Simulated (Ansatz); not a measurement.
Si$_{7}$Ge

```
Si Ge
1.0
    -5.13989    0.00000    5.46797
     5.79605    0.00000    5.46797
     0.00000    5.46797    0.00000
Si Ge
14 2
Direct
  0.00000 0.25272 0.24870
  0.50000 0.75272 0.24870
  0.25000 0.25000 0.50367
  0.75000 0.75000 0.50367
  0.75000 0.25000 0.50366
  0.25000 0.75000 0.50366
  0.50000 0.00000 0.00286
  0.00000 0.50000 0.00286
  0.50000 0.24728 0.24870
  0.00000 0.74728 0.24870
  0.25218 0.00000 0.74376
  0.75218 0.50000 0.74376
  0.74782 0.00000 0.74376
  0.24782 0.50000 0.74376
  0.00000 0.00000 0.00487
  0.50000 0.50000 0.00487
```

Space group Cmm2; a structure from a database of computed crystals, not necessarily the ambient phase.

Computed with DFT r2SCAN, scalar-relativistic, plane waves, PAW in Ansatz.

What can the converged valence pseudo-density and electron localisation function tell about the bonding?

Answer. Si–Si (2.39 Å): the density is about 0.56 e/Å³ at the midpoint; the ELF peaks at about 0.95 between the atoms (a shared electron pair).
Si–Ge (2.42 Å): the density is about 0.54 e/Å³ at the midpoint; the ELF peaks at about 0.95 between the atoms: a covalent bond.

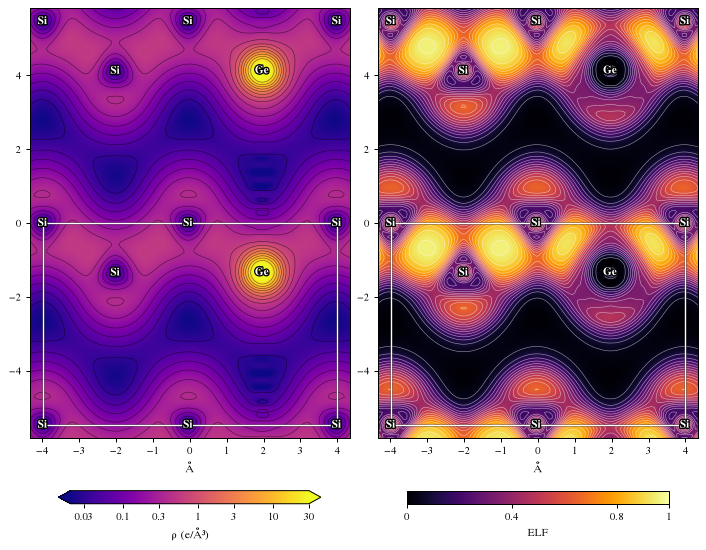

Computed valence pseudo-density and electron localisation function on the (100) plane of the conventional cell, in this order. 

The density is the valence pseudo-density of a PAW calculation; it isn't the true density close to the nuclei.
